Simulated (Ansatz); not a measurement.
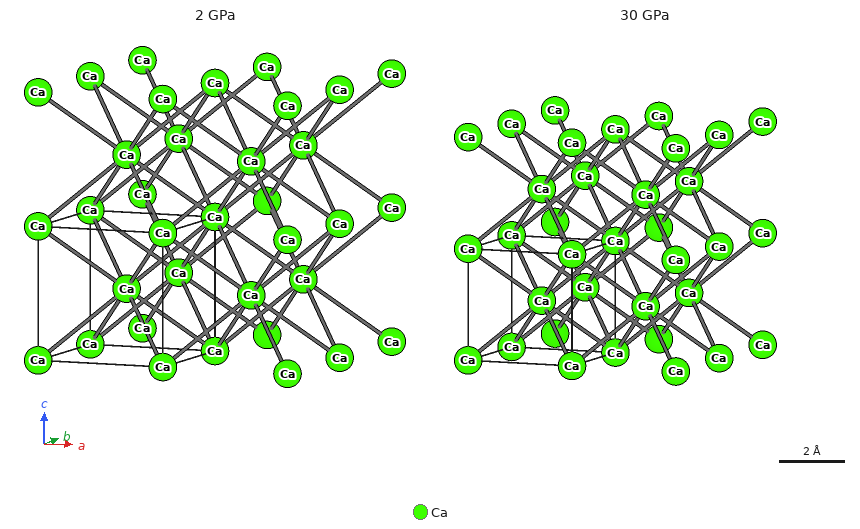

A crystal of Ca (set up in Im-3m), relaxed (cell and atoms) at several target pressures. The picture shows the first and the last member. The picture is a ball-and-stick view of the conventional cell (2 times the calculation's cell), repeated 2 × 2 × 2 with one cell outlined, seen slightly off an axis. Lengths and directions refer to the drawn axes.

Computed with Ansatz 0.2.0: PBEsol, Ansatz PAW. Settings: plane-wave cutoff 420 eV; k-point mesh 8 × 8 × 8; occupations fermi-dirac; smearing width 0.05 eV; no spin polarisation; cell and atoms relaxed; force threshold 0.01 eV/Å.

```
pressure (GPa)  volume (Å³/atom)  a (Å)
             2            36.424  4.176
             5            32.680  4.028
            10            28.785  3.861
            20                 ?      ?
            30            21.040  3.478
```

> One row is withheld. What does the calculation give there?

A parabola through three neighbouring rows (5, 10, 30) gives, with Lagrange weights, (−0.8000)(32.680) + (1.5000)(28.785) + (0.3000)(21.040) = 23.346 Å³/atom. The calculation gives 23.847 Å³/atom (a = 3.627 Å). The estimate is 0.501 Å³/atom too low. From the first member to the last: Ca–Ca 4.176 → 3.478 Å, Ca–Ca 3.617 → 3.012 Å.

The whole series:

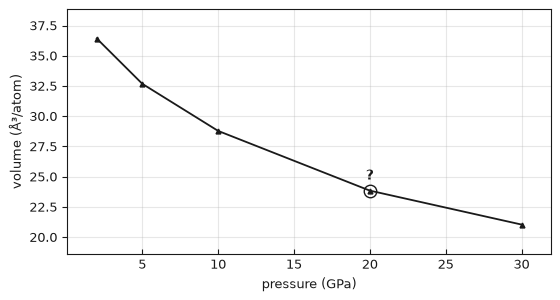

Each member starts from this one structure; whether another phase lies lower wasn't checked.
